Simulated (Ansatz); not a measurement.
```
CELL_PARAMETERS angstrom
2.02120 2.02115 0.00000
-2.02120 2.02115 2.86887
2.02120 -2.02115 2.86887
ATOMIC_POSITIONS crystal
Al 0.00000 0.50000 0.47341
Al 0.00000 0.00000 0.97341
Ni 0.50000 0.49993 0.01215
Ni 0.50000 0.99993 0.51215
```

Space group Pm; a point of a scan over the structure, not its minimum; a structure from a database of computed crystals, not necessarily the ambient phase; not relaxed (largest force 1.0 eV/Å); computed without spin polarisation; PAW files of the earlier set (soft_1).

Computed with DFT PBEsol, scalar-relativistic, plane waves, PAW in Ansatz.

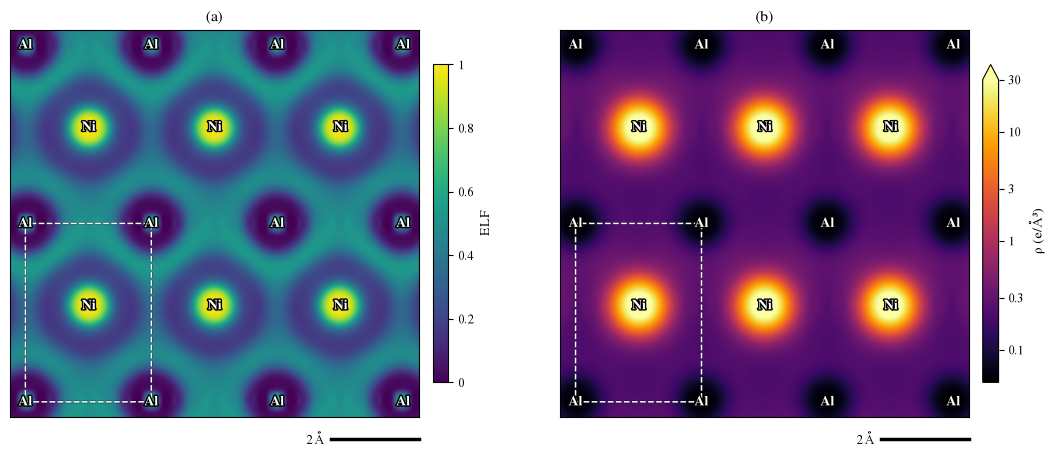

AlNi. (a) electron localisation function; (b) valence charge density (pseudo) on the (010) plane of the standardised cell.

Q: What does the map show?

A: The plane passes through Al and Ni nuclei. Al–Ni (2.35 Å): the density is about 0.37 e/Å³ at the midpoint; the ELF is about 0.40 at the midpoint. Al–Ni (2.61 Å): ρ is about 0.25 e/Å³ halfway; the ELF is about 0.40 at the midpoint. Between the atoms the lowest density in this plane is 0.21 e/Å³. The features right at Ni lie inside the PAW spheres, where the map follows smoothed inner orbitals and isn't to be read closely.
